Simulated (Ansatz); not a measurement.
System: Cu, space group I4/mmm (No. 139).

Input file:
```
crystal:
  lattice:
    - [-1.4441399112, 1.4441399112, 1.3626454423]
    - [1.4441399112, -1.4441399112, 1.3626454423]
    - [1.4441399112, 1.4441399112, -1.3626454423]
  atoms:
    - { symbol: Cu, position: [0.0, 0.0, 0.0] }
basis:
  ecutwfc: 420
kpoints:
  mp_grid: { grid: [24, 24, 24] }
hamiltonian:
  xc: pbesol
scf:
  occupations: { method: fermi_dirac, width: 0.15 }
output:
  forces: true
  stress: true
  eigenvalues: true
elastic:
  mode: relaxed_ion
  amplitude: 0.005
```

Run as:
```bash
ansatz run input.yaml --threads 1 --pin off --max-ram 3072MiB --backend cpu --events-out ev --progress --plain --runs-dir out
```

How it was computed, with Ansatz 0.2.0: elastic stress-strain coefficients at zero temperature from small strains of the given cell, Voigt order xx yy zz yz xz xy, Cartesian axes of the cell vectors; plane waves with PAW datasets, Γ-centred k mesh. Level: PBEsol, no spin polarisation.

- wave cutoff: 420 eV
- k mesh: 24×24×24
- occupations: Fermi–Dirac
- smearing width: 0.15 eV
- ions: relaxed
- strain amplitude: 0.005

Describe the result: the stiffness matrix in Voigt order.

Its least eigenvalue is negative (−29.4 GPa), so the crystal is mechanically unstable.

Stiffness matrix C (GPa), Voigt order:
```tsv
	xx	yy	zz	yz	xz	xy
xx	150.0	179.4	162.3	0.0	0.0	0.0
yy	179.4	150.0	162.3	0.0	0.0	0.0
zz	162.3	162.3	179.4	0.0	0.0	0.0
yz	0.0	0.0	0.0	106.7	0.0	0.0
xz	0.0	0.0	0.0	0.0	106.7	0.0
xy	0.0	0.0	0.0	0.0	0.0	124.4
```

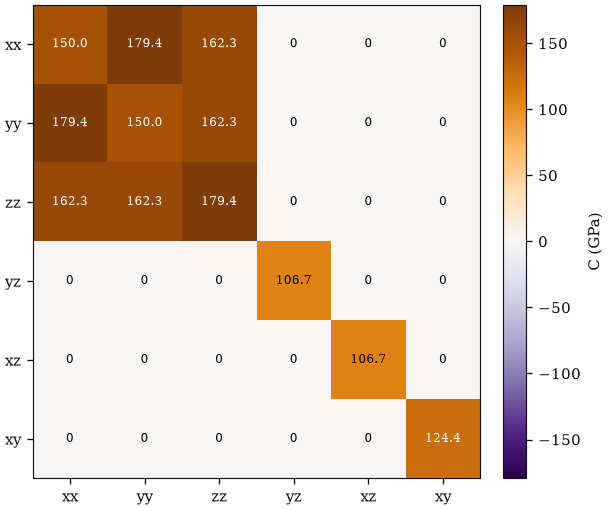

Caveats: metal sensitive to the k mesh.
